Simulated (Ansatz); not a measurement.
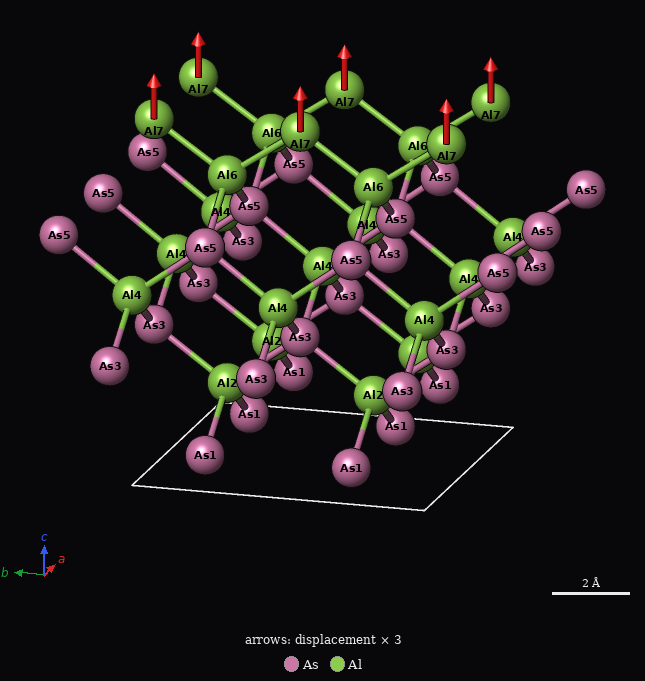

This is a constrained relaxation of a slab of composition Al4As3 (cut from the F-43m phase). The starting structure is drawn; red arrows show the displacements, magnified 3 times.

The picture is a ball-and-stick view of the 2 × 2 repeat of the cell, outlined in the plane, without the vacuum, seen from a free direction.

Case: Al over the place (0/4, 2/4) of the surface cell, its height relaxed. The slab is the (1 0 0) face of AlAs with Al on it. 6 atoms are held fixed.

Computed with DFT PBEsol, scalar-relativistic, plane waves, PAW in Ansatz. Settings: plane-wave cutoff 420 eV; k-point mesh 7 × 7 × 1; occupations gaussian; smearing width 0.05 eV; collinear spin; dipole correction; atoms relaxed in a fixed cell; force threshold 0.02 eV/Å; at most 25 steps.

What happened in the run?

After 3 accepted moves (4 points after the start) the energy has fallen by 0.230 eV per cell of the calculation. The largest force component goes from 1.1 to 0.0091 eV/Å. The line search rejected the trial step at point 3 of the run. Al7 moves most: 0.42 Å along the normal (+c). As stays in place. The cell doesn't change. Among the contacts that change: Al6–Al7 2.424 → 2.685 Å. Bond angles that change, for instance: Al7–Al6–Al7 111.7° → 96.7°, As5–Al6–Al7 109.0° → 112.6°.

Limits of the set-up: the periodic images lie only 4.0 Å apart, so the values are limited by the cell's size.
